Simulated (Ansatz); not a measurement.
Consider Sc3Al.

```
Sc Al
1.0
     4.28549    0.00000    0.00000
     0.00000    4.28549    0.00000
     0.00000    0.00000    4.28549
Sc Al
3 1
Direct
  0.50000 0.00000 0.50000
  0.00000 0.50000 0.50000
  0.50000 0.50000 0.00000
  0.00000 0.00000 0.00000
```

Space group Pm-3m; a structure from a database of computed crystals, not necessarily the ambient phase; changed on purpose from its base cell (volume × 0.94); computed pressure about 5 GPa in this cell.

Theory: Ansatz 0.2.0, DFT PBEsol, scalar-relativistic, plane waves, PAW.

Q: What can the converged valence pseudo-density and electron localisation function tell about the bonding?

A: Sc–Sc (3.03 Å): ρ is about 0.13 e/Å³ halfway; the ELF is about 0.15 at the midpoint (no shared electron pair shows on this line).
Sc–Al (3.03 Å): ρ at the midpoint is about 0.17 e/Å³; the ELF peaks at about 0.70 in the valence shell of Al, 1.1 Å from its nucleus, and is about 0.45 at the midpoint.

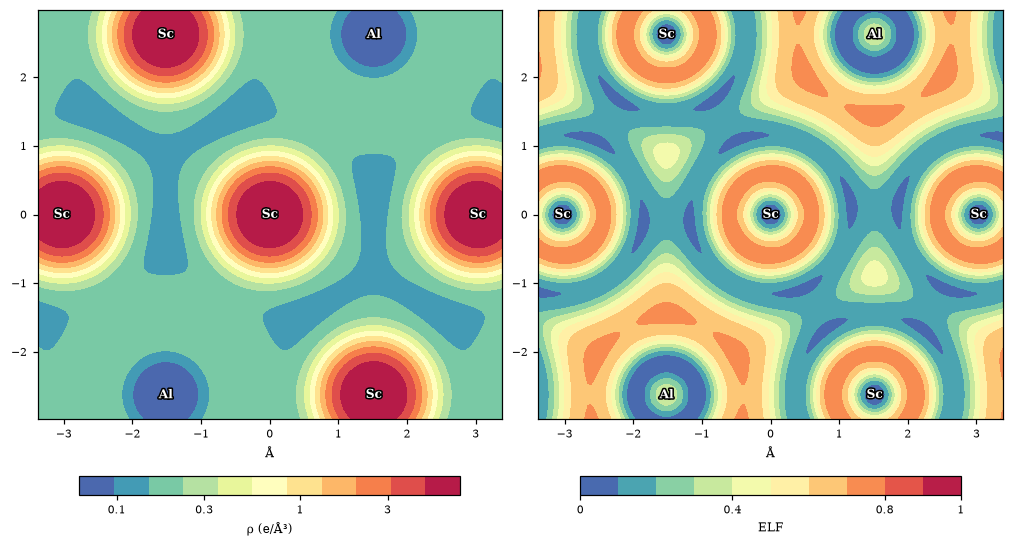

Computed valence pseudo-density and electron localisation function on the (111) plane of the conventional cell, in this order. 
